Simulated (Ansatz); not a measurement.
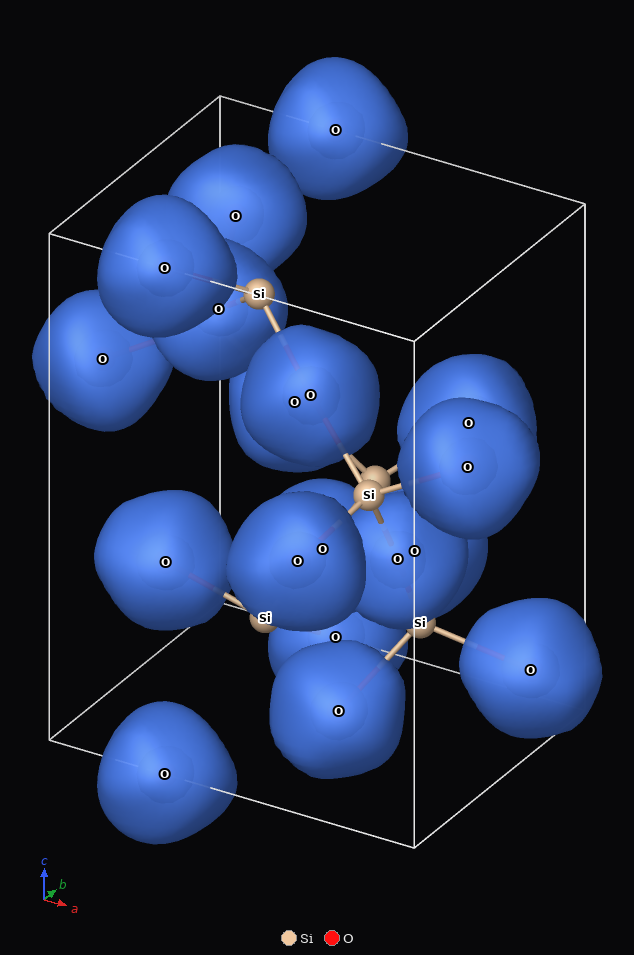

The picture shows: SiO₂. Isosurface of the electron localisation function at 0.7 (blue), seen slightly off an axis. Only the valence region is drawn (cores and ρ < 0.01 e/Å³ removed). Sticks mark near contacts.

Space group P6₅22; a structure from a database of computed crystals, not necessarily the ambient phase; computed pressure about 4 GPa in this cell.

All numbers below come from DFT, PBE, plane-wave PAW, default files, scalar-relativistic (Ansatz 0.2.0).

Core electrons are frozen (PAW), and the valence fields are smoothed inside the atomic spheres.

The calculation's input:

```
crystal:
  lattice:
    - [7.3005505184, 0.0, 0.0]
    - [-3.6502752592, 6.3224622106, 0.0]
    - [0.0, 0.0, 7.00512373]
  atoms:
    - { symbol: Si, position: [0.53385836, 0.76692918, 0.4166666667] }
    - { symbol: Si, position: [0.46614164, 0.23307082, 0.9166666667] }
    - { symbol: Si, position: [0.23307082, 0.46614164, 0.75] }
    - { symbol: Si, position: [0.76692918, 0.23307082, 0.5833333333] }
    - { symbol: Si, position: [0.76692918, 0.53385836, 0.25] }
    - { symbol: Si, position: [0.23307082, 0.76692918, 0.0833333333] }
    - { symbol: O, position: [0.61232604, 0.38767396, 0.0833333333] }
    - { symbol: O, position: [0.0, 0.68289712, 0.1666666667] }
    - { symbol: O, position: [0.77534792, 0.38767396, 0.4166666667] }
    - { symbol: O, position: [0.68289712, 0.68289712, 0.3333333333] }
    - { symbol: O, position: [0.31710288, 0.31710288, 0.8333333333] }
    - { symbol: O, position: [0.61232604, 0.22465208, 0.75] }
    - { symbol: O, position: [0.22465208, 0.61232604, 0.9166666667] }
    - { symbol: O, position: [0.31710288, 0.0, 0.0] }
    - { symbol: O, position: [0.0, 0.31710288, 0.6666666667] }
    - { symbol: O, position: [0.38767396, 0.77534792, 0.25] }
    - { symbol: O, position: [0.38767396, 0.61232604, 0.5833333333] }
    - { symbol: O, position: [0.68289712, 0.0, 0.5] }
kpoints:
  mp_grid: { grid: [4, 4, 3] }
scf:
  occupations: { method: fermi_dirac, width: 0.02 }
hamiltonian:
  xc: pbe
  pseudopotentials: { kind: paw }
output:
  forces: true
  stress: true
  populations: true
  efg: { quadrupole_moments_barn: { O: -0.02558 }, contact_densities: true }
  write_density: true
  write_potential: true
  elf: true
  volumetric_format: npy
```

Launched as:

```sh
ansatz run input.yaml --threads 1 --pin off --max-ram 2560MiB --backend cpu --events-out ev --progress --plain --runs-dir out
```

Below, planes, directions and counts refer to the conventional cell (a = 7.30 Å, b = 7.30 Å, c = 7.01 Å, α = 90.00°, β = 90.00°, γ = 120.00°).

### Where are the electrons localised?

The ELF exceeds this value in twelve regions on O in which the atom's valence shell and bonds are merged, counted in one cell of 18 atoms. Any copies at cell faces, edges or corners count once. Profiles from the grid: Si–O (1.60 Å): the ELF peaks at about 0.85 between the atoms (a shared but strongly polarised pair).

### Does the calculation make it a metal, or give it a gap?

It is gapped, with a Kohn–Sham gap of 5.7 eV on the k-point mesh (the band edges may lie off the mesh, which would make the gap smaller).
